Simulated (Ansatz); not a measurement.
## Electronic structure of W₁₃Se₂₉ (cell charge +1, with a compensating background) (cell with a defect) in real space

Input

```
crystal:
  lattice:
    - [8.3024665753, -2.8760587872, 0.0]
    - [-6.6419732602, -5.7521175747, 0.0]
    - [0.0, 0.0, -15.0438319106]
  atoms:
    - { symbol: Se, position: [0.3333333333, 0.6666666667, 0.25], spin: 0.143 }
    - { symbol: W, position: [0.6319949271, 0.5231554584, 0.25] }
    - { symbol: W, position: [0.1854428427, 0.2212364739, 0.25] }
    - { symbol: W, position: [0.8911605313, 0.3680050729, 0.25] }
    - { symbol: W, position: [0.4768445416, 0.1088394687, 0.25] }
    - { symbol: W, position: [0.0357936312, 0.8145571573, 0.25] }
    - { symbol: W, position: [0.7787635261, 0.9642063688, 0.25] }
    - { symbol: W, position: [0.0953053083, 0.6190598751, 0.75] }
    - { symbol: W, position: [0.3809401249, 0.4762454333, 0.75] }
    - { symbol: W, position: [0.9523639815, 0.1904721097, 0.75] }
    - { symbol: W, position: [0.6666666667, 0.3333333333, 0.75] }
    - { symbol: W, position: [0.2381081282, 0.0476360185, 0.75] }
    - { symbol: W, position: [0.8095278903, 0.7618918718, 0.75] }
    - { symbol: W, position: [0.5237545667, 0.9046946917, 0.75] }
    - { symbol: Se, position: [0.0809335853, 0.6160022713, 0.1408278757], spin: 0.143 }
    - { symbol: Se, position: [0.3839977287, 0.4649313141, 0.1408278757], spin: 0.143 }
    - { symbol: Se, position: [0.9601222574, 0.1966910146, 0.1361400498] }
    - { symbol: Se, position: [0.6666666667, 0.3333333333, 0.1341604775] }
    - { symbol: Se, position: [0.2365687572, 0.0398777426, 0.1361400498] }
    - { symbol: Se, position: [0.8033089854, 0.7634312428, 0.1361400498] }
    - { symbol: Se, position: [0.5350686859, 0.9190664147, 0.1408278757], spin: 0.143 }
    - { symbol: Se, position: [0.3333333333, 0.6666666667, 0.6383932177] }
    - { symbol: Se, position: [0.6190204501, 0.5237984029, 0.6384466592] }
    - { symbol: Se, position: [0.1904956787, 0.2381214027, 0.638447572] }
    - { symbol: Se, position: [0.9047779528, 0.3809795499, 0.6384466592] }
    - { symbol: Se, position: [0.4762015971, 0.0952220472, 0.6384466592] }
    - { symbol: Se, position: [0.047625724, 0.8095043213, 0.638447572] }
    - { symbol: Se, position: [0.7618785973, 0.952374276, 0.638447572] }
    - { symbol: Se, position: [0.0809335853, 0.6160022713, 0.3591721243], spin: 0.143 }
    - { symbol: Se, position: [0.3839977287, 0.4649313141, 0.3591721243], spin: 0.143 }
    - { symbol: Se, position: [0.9601222574, 0.1966910146, 0.3638599502] }
    - { symbol: Se, position: [0.6666666667, 0.3333333333, 0.3658395225] }
    - { symbol: Se, position: [0.2365687572, 0.0398777426, 0.3638599502] }
    - { symbol: Se, position: [0.8033089854, 0.7634312428, 0.3638599502] }
    - { symbol: Se, position: [0.5350686859, 0.9190664147, 0.3591721243], spin: 0.143 }
    - { symbol: Se, position: [0.3333333333, 0.6666666667, 0.8616067823] }
    - { symbol: Se, position: [0.6190204501, 0.5237984029, 0.8615533408] }
    - { symbol: Se, position: [0.1904956787, 0.2381214027, 0.861552428] }
    - { symbol: Se, position: [0.9047779528, 0.3809795499, 0.8615533408] }
    - { symbol: Se, position: [0.4762015971, 0.0952220472, 0.8615533408] }
    - { symbol: Se, position: [0.047625724, 0.8095043213, 0.861552428] }
    - { symbol: Se, position: [0.7618785973, 0.952374276, 0.861552428] }
  host:
    lattice:
      - [3.3209866301, 0.0, 0.0]
      - [-1.6604933151, 2.8760587873, 0.0]
      - [0.0, 0.0, 15.0438319106]
    atoms:
      - { symbol: W, position: [0.6666666667, 0.3333333333, 0.75] }
      - { symbol: W, position: [0.3333333333, 0.6666666667, 0.25] }
      - { symbol: Se, position: [0.3333333333, 0.6666666667, 0.8615430499] }
      - { symbol: Se, position: [0.6666666667, 0.3333333333, 0.3615430499] }
      - { symbol: Se, position: [0.3333333333, 0.6666666667, 0.6384569501] }
      - { symbol: Se, position: [0.6666666667, 0.3333333333, 0.1384569501] }
total_charge: 1
basis:
  ecutwfc: 420
  xc_grid: 2
kpoints:
  mp_grid: { grid: [2, 2, 2], shift: [0.0, 0.0, 0.0] }
hamiltonian:
  xc: pbe
scf:
  occupations: { method: gaussian, width: 0.01 }
output:
  forces: true
  stress: false
  eigenvalues: true
  populations: true
  charged_corrections:
    defect_position: [0.33333333, 0.66666667, 0.25]
    epsilon: [[13.4581, 0.0, 0.0], [0.0, 13.4581, 0.0], [0.0, 0.0, 4.0466]]
  write_density: true
  write_potential: true
  elf: true
  volumetric_format: npy
magnetization:
  spin_polarized: true
relax:
  adjacent_minimum: "off"
  f_tol: 0.025
  max_steps: 45
```

Command:

```sh
ansatz run input.yaml --threads 4 --pin off --max-ram 10240MiB --backend cpu --events-out ev --progress --plain --runs-dir out
```

The fields are those of the run's last geometry, not of the input's.

Spin-polarised.

The calculation used Ansatz 0.2.0, DFT PBE, scalar-relativistic, plane waves, PAW.

In a PAW calculation such maps are meaningful between the atoms, not at the nuclei.

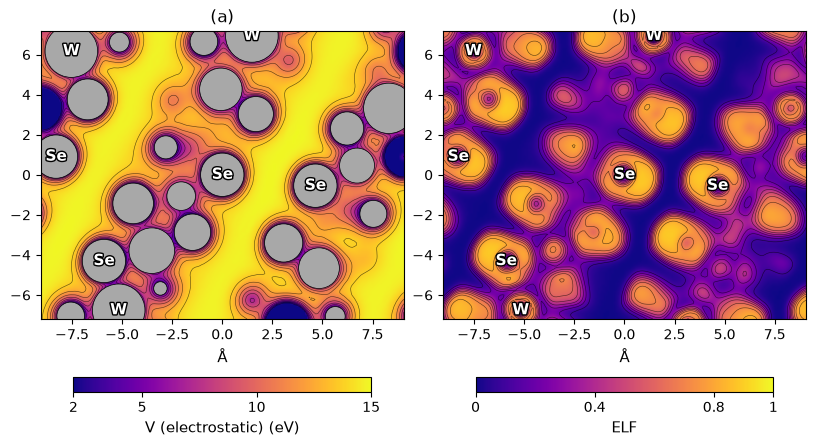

Figure 1. (a) electrostatic potential (local pseudopotential plus Hartree) felt by an electron; (b) ELF on the (111) plane of the calculation cell. Grey discs cover the atomic cores in the potential map.

Question: What do the fields say about this system?

Answer: Atoms in the plane: W and Se.
Atoms just off the plane (W, 0.4 Å away and Se, 0.4 Å away) can leave unmarked features too.
The features right at W lie inside the PAW spheres, where the map follows smoothed inner orbitals and isn't to be read closely.
Outside the cores the potential energy rises away from the atoms and is highest about 2.4 Å from the nearest atoms; its zero is arbitrary.

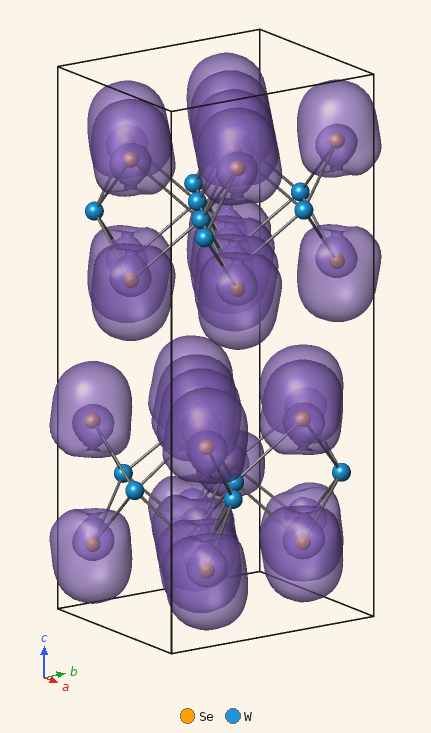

Figure 2. Isosurface of the electron localisation function at 0.65 (purple), seen slightly off an axis. Only the valence region is drawn (cores and ρ < 0.01 e/Å³ removed). Sticks mark near contacts.

Question: Where are the electrons localised?

Answer: At this value the surface marks out 29 regions wrapped around Se (the valence shell of each), counted in one cell of 42 atoms. Regions shared between cells count once. Along the contacts the grid gives the following. W–Se (2.53 Å): the ELF is about 0.50 at the midpoint. Se–Se (2.61 Å): the ELF is about 0.55 at the midpoint.

Question: Does the calculation make it a metal, or give it a gap?

Answer: It is gapless in this calculation (a metal or semimetal).
